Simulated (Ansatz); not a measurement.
```
CELL_PARAMETERS angstrom
0.00000 -2.20159 -2.20159
0.00000 2.20159 -2.20159
4.40317 0.00000 0.00000
ATOMIC_POSITIONS crystal
Al 0.50000 0.50000 0.50000
Al 0.00000 0.00000 0.00000
N 0.50000 0.00000 0.77839
N 0.00000 0.50000 0.27839
```

Space group Imm2; a structure from a database of computed crystals, not necessarily the ambient phase; changed on purpose from its base cell (all N atoms moved +0.125 Å, as atom 2 along Cartesian [1 0 0]); not relaxed (largest force 1.7 eV/Å).

Computed with DFT PBE, scalar-relativistic, plane waves, PAW (Ansatz 0.2.0).

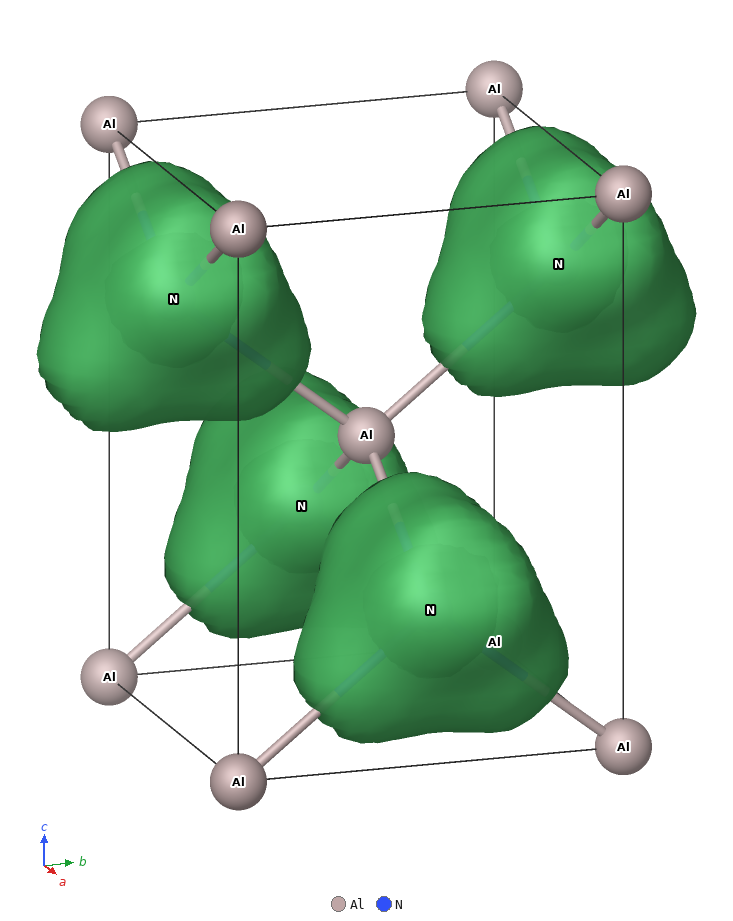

AlN. Isosurface of the ELF at 0.75 (green), seen slightly off an axis. Core shells and regions of very low density are left out. Sticks mark near contacts.

**Describe the localisation domains.**

The ELF exceeds this value in two regions on N in which the atom's valence shell and bonds are merged, counted in one cell of 4 atoms. Regions shared between cells count once. Along the contacts the grid gives the following. Al–N (1.84 Å): the ELF peaks at about 0.90 in the valence shell of N, 0.8 Å from its nucleus, and is about 0.85 at the midpoint. Al–N (1.98 Å): the ELF peaks at about 0.90 in the valence shell of N, 0.8 Å from its nucleus, and is about 0.85 at the midpoint.
